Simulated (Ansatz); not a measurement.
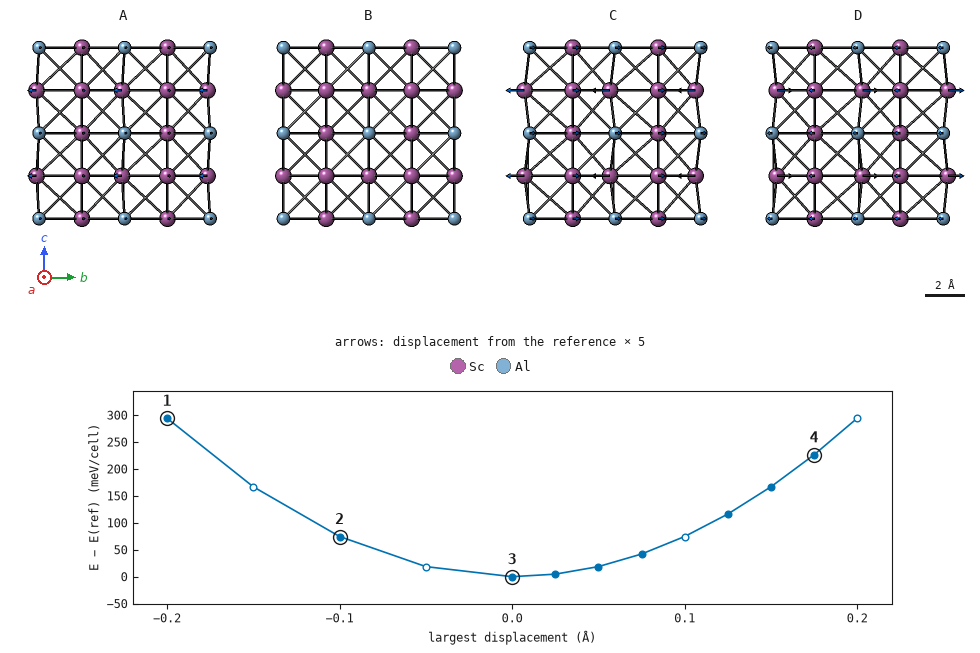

Energy scan for crystalline Sc3Al (Pm-3m), in which a normal mode at the zone centre (one arbitrary combination within a set of 3 degenerate modes) is frozen in with the cell fixed, the amplitude being the largest displacement of an atom. The frames are shuffled; the numbered points of the plot belong to them. Hollow markers are points alike by symmetry, not computed again. A ball-and-stick model of the cell of the calculation, repeated 2 × 2 × 2 with one cell outlined, seen along the a axis. Blue arrows: displacements from the reference.

Theory: Ansatz 0.2.0, DFT r2SCAN, scalar-relativistic, plane waves, PAW. (plane-wave cutoff 500 eV; k-point mesh 12 × 12 × 12; occupations gaussian; smearing width 0.15 eV; no spin polarisation). Energies (free energies at the smearing named) are counted from the relaxed crystal.

**Which frame belongs to which numbered point?**

Point 1 is frame C (the amplitude −0.20 Å, 294.3 meV/cell); 2 is frame A (the amplitude −0.10 Å, 74.6 meV/cell); 3 is frame B (the amplitude 0.00 Å, 0.0 meV/cell); 4 is frame D (the amplitude 0.175 Å, 226.4 meV/cell). The harmonic wavenumber of the mode is 256 cm⁻¹, a stable vibration. Of the computed points the lowest is at the amplitude 0.00 Å, 0.0 meV/cell. At the ends of the scan the energy is 294.3 meV/cell (−0.20 Å) and 294.3 meV/cell (0.20 Å). The well is symmetric. At the highest point the shortest interatomic distance is 2.94 Å, against 3.13 Å in the reference.
